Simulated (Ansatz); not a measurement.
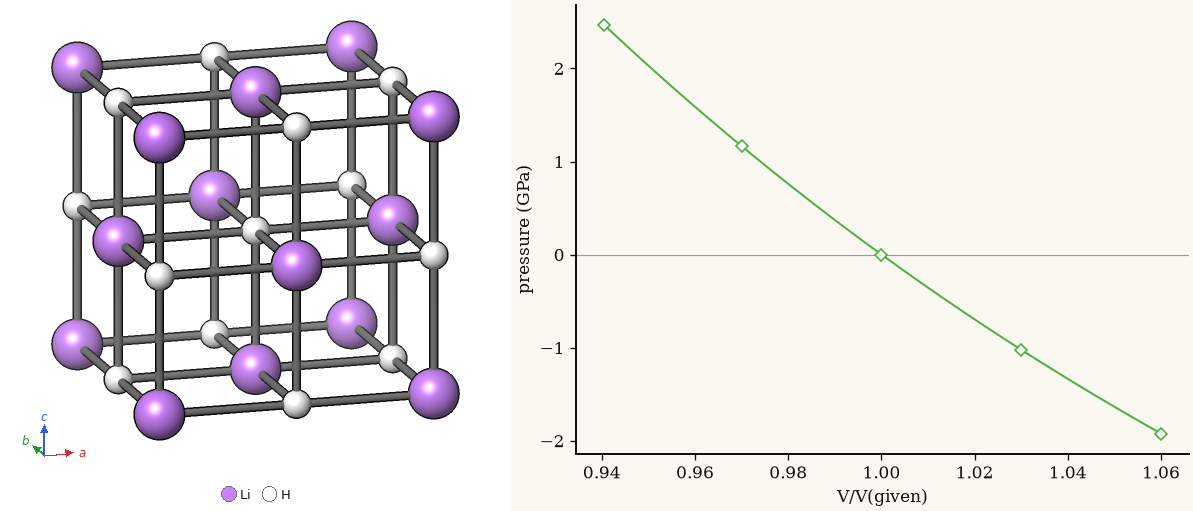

Caption: Pressure against V/V(given) for LiH, space group Fm-3m (No. 225) (cell built by us, not taken from a database). The conventional cell is drawn beside the plot.

V(given) is 8.04 Å³/atom.

The pressure falls from 2.467 GPa at V/V(given) 0.941 to −1.922 GPa at 1.060, and changes sign near 1.000. The volume at zero pressure from a fit of the pressures is 8.04 Å³/atom. The bulk modulus from that fit is 36.5 GPa.

Computed with Ansatz 0.2.0: periodic Kohn-Sham DFT of a crystal at fixed atoms, scaled to the stated factor times the given cell; pressure positive in compression. Level: PBE.

- method: frozen-core PAW
- relativity: scalar
- k mesh: 14×14×14
- occupations: Fermi–Dirac
- smearing width: 0.08 eV
- wave cutoff: 420 eV
- PAW set: soft_2

Cell as given: a = 2.833 Å, b = 2.833 Å, c = 2.833 Å, α = 60.00°, β = 60.00°, γ = 60.00°; 2 atoms.
